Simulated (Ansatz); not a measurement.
A series of calculations on TiSi

### Relaxation

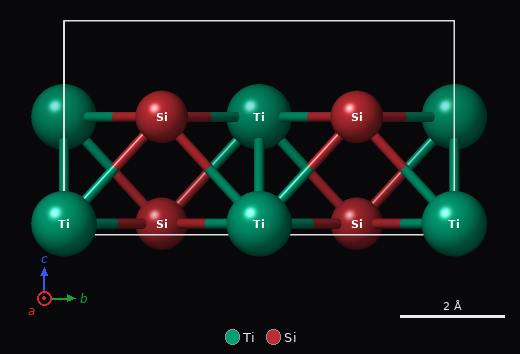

Starting structure of a crystal of TiSi (set up in Cmmm). A ball-and-stick model of the cell of the calculation, seen along the a axis.

Case: relaxed at 2 GPa.

Theory: DFT r2SCAN, scalar-relativistic, plane waves, PAW in Ansatz 0.2.0.

Input
```yaml
crystal:
  lattice:
    - [3.6035338759, 0.0, 0.0]
    - [0.0, 7.5672508849, 0.0]
    - [0.0, 0.0, 4.1414612587]
  atoms:
    - { symbol: Ti, position: [0.0, 0.5, 0.0507583609] }
    - { symbol: Ti, position: [0.5, 0.5, 0.5507531654] }
    - { symbol: Ti, position: [0.5, 0.0, 0.550749358] }
    - { symbol: Ti, position: [0.0, 0.0, 0.0507548577] }
    - { symbol: Si, position: [0.0, 0.7500018709, 0.5507458242] }
    - { symbol: Si, position: [0.0, 0.2499981291, 0.5507458242] }
    - { symbol: Si, position: [0.5, 0.2500038708, 0.0507463049] }
    - { symbol: Si, position: [0.5, 0.7499961292, 0.0507463049] }
basis:
  ecutwfc: 500
kpoints:
  mp_grid: { grid: [10, 6, 10] }
hamiltonian:
  xc: r2scan
scf:
  occupations: { method: gaussian, width: 0.1 }
output:
  forces: true
  stress: true
  eigenvalues: true
relax:
  adjacent_minimum: "off"
  f_tol: 0.008
  max_steps: 50
  cell: { stress_tol: 0.08, p_target: 2.0 }
```

Run as
```bash
ansatz run input.yaml --threads 2 --pin off --max-ram 5120MiB --backend cpu --events-out ev --progress --plain --runs-dir out
```

### What does the optimiser find from here?

No atom moves by more than 0.005 Å relative to the cell. The volume changes by +0.4 %, with a 3.604 → 3.624 Å (+0.6 %), b 7.567 → 7.598 Å (+0.4 %), c 4.141 → 4.117 Å (−0.6 %). Among the contacts that change: Ti1–Si7 2.613 → 2.625 Å. The space group stays Cmmm (No. 65). After 4 accepted moves (5 points after the start) the energy has fallen by 8.3 meV per cell of the calculation. With the target pressure of 2 GPa, the enthalpy E + pV changes by −3.0 meV per cell of the calculation. All forces vanish by symmetry, so only the cell relaxes. The pressure goes from 2.85 to 2.01 GPa. At 1 point the geometry stayed and the basis and grid were re-selected for the new cell (energy shift of 0.1 meV per cell of the calculation at most each time).

History of the run:

```tsv
step	E − E(0), meV/atom	pressure, GPa	volume, Å³/atom	note
0	0.00	2.85	14.117	
1	-1.34	1.81	14.204	
2	-1.22	1.92	14.190	
3	-0.98	2.06	14.166	
4	-1.02	2.01	14.170	
5	-1.04	2.01	14.170	same geometry, new basis
```

### Relaxation

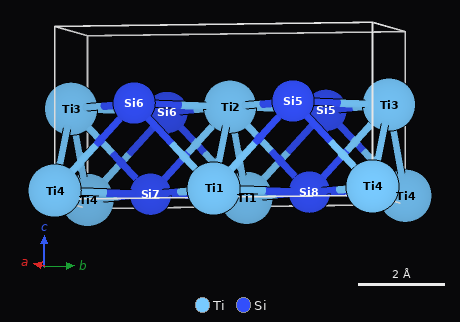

Starting structure of solid TiSi (set up in Cmmm). The picture is a ball-and-stick view of the cell of the calculation, seen from a free direction.

These are results of Ansatz, DFT r2SCAN, scalar-relativistic, plane waves, PAW, not measurements.

The input:
```yaml
crystal:
  lattice:
    - [3.6939556262, 0.0, 0.0]
    - [0.0, 7.6332230837, 0.0]
    - [0.0, 0.0, 4.0688425656]
  atoms:
    - { symbol: Ti, position: [0.0, 0.5, 0.0506401621] }
    - { symbol: Ti, position: [0.5, 0.5, 0.5506612327] }
    - { symbol: Ti, position: [0.5, 0.0, 0.5506942352] }
    - { symbol: Ti, position: [0.0, 0.0, 0.050794394] }
    - { symbol: Si, position: [0.0, 0.7499987714, 0.5507746641] }
    - { symbol: Si, position: [0.0, 0.2500012286, 0.5507746641] }
    - { symbol: Si, position: [0.5, 0.2499885373, 0.050830324] }
    - { symbol: Si, position: [0.5, 0.7500114627, 0.050830324] }
basis:
  ecutwfc: 500
kpoints:
  mp_grid: { grid: [10, 6, 10] }
hamiltonian:
  xc: r2scan
scf:
  occupations: { method: gaussian, width: 0.1 }
output:
  forces: true
  stress: true
  eigenvalues: true
relax:
  adjacent_minimum: "off"
  f_tol: 0.005
  max_steps: 80
  cell: { stress_tol: 0.05 }
```

Command:
```bash
ansatz run input.yaml --threads 2 --pin off --max-ram 5120MiB --backend cpu --events-out ev --progress --plain --runs-dir out
```

Where does the relaxation end?

Answer. No atom moves by more than 0.005 Å relative to the cell. Cell: a 3.694 → 3.626 Å (−1.8 %), b 7.633 → 7.615 Å (−0.2 %), c 4.069 → 4.168 Å (+2.4 %). Volume +0.3 %. Among the contacts that change: Ti1–Si5 2.790 → 2.823 Å, Ti1–Si7 2.656 → 2.629 Å, Ti1–Ti2 2.748 → 2.762 Å. The space group stays Cmmm (No. 65). After 4 accepted moves (6 points after the start) the energy has fallen by 1.4 meV per atom. The largest force component goes from 0.0044 to 0.00039 eV/Å. The pressure goes from −0.14 to 0.02 GPa. The line search rejected the trial step at point 3 of the run. At 1 point the geometry stayed and the basis and grid were re-selected for the new cell (energy shift of less than 0.05 meV per atom at most each time). Cost: 7.6 min on 2 threads of Oxide Virtual Turin-like Processor (Zen 5), on a shared host, peak memory 1.1 GiB.

History of the run:

```
step  E − E(0), meV/atom  largest force component, eV/Å  pressure, GPa  volume, Å³/atom                      note
   0                0.00                         0.0044          -0.14           14.341                          
   1               -0.51                         0.0021           0.00           14.334                          
   2               -1.18                         0.0122           0.76           14.307                          
   3               -0.21                         0.0418          -1.31           14.541                  rejected
   4               -1.34                         0.0057          -0.10           14.393                          
   5               -1.35                         0.0004           0.02           14.388                          
   6               -1.38                         0.0004           0.02           14.388  same geometry, new basis
```

The end point in the same view:

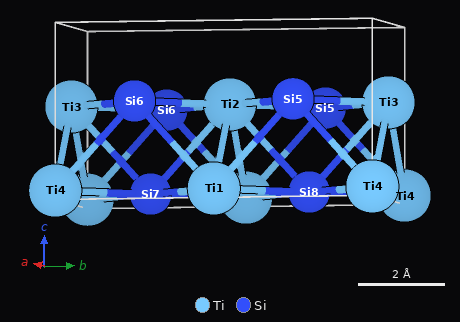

### Series

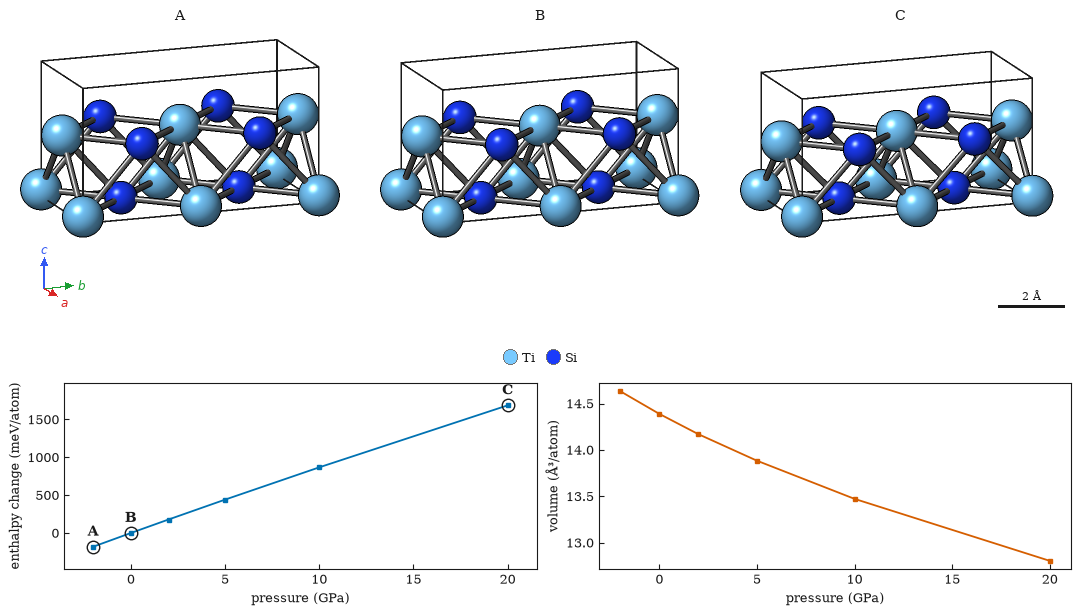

Members of a series of calculations on a crystal of TiSi (set up in Cmmm), marked on the first curve. A ball-and-stick model of the cell of the calculation, seen slightly off an axis.

Method: DFT r2SCAN, scalar-relativistic, plane waves, PAW (Ansatz 0.2.0). (plane-wave cutoff 500 eV; k-point mesh 10 × 6 × 10; occupations gaussian; smearing width 0.1 eV; no spin polarisation)

How does the crystal respond to pressure?

Answer. The structure is relaxed at several pressures. A (pressure −2.0 GPa): enthalpy change −181 meV/atom, volume 14.63 Å³ per atom. B (pressure 0.0 GPa): enthalpy change 0.0 meV/atom, volume 14.39 Å³ per atom. C (pressure 20.0 GPa): enthalpy change 1686 meV/atom, volume 12.80 Å³ per atom. The rest compares A with C. Cell: a 3.634 → 3.552 Å (−2.2 %), b 7.631 → 7.449 Å (−2.4 %), c 4.222 → 3.871 Å (−8.3 %). Volume −12.5 %. Near-neighbour distances before and after: Si–Ti 2.845 → 2.686 Å, Ti–Ti 2.785 → 2.627 Å, Si–Ti 2.634 → 2.573 Å.
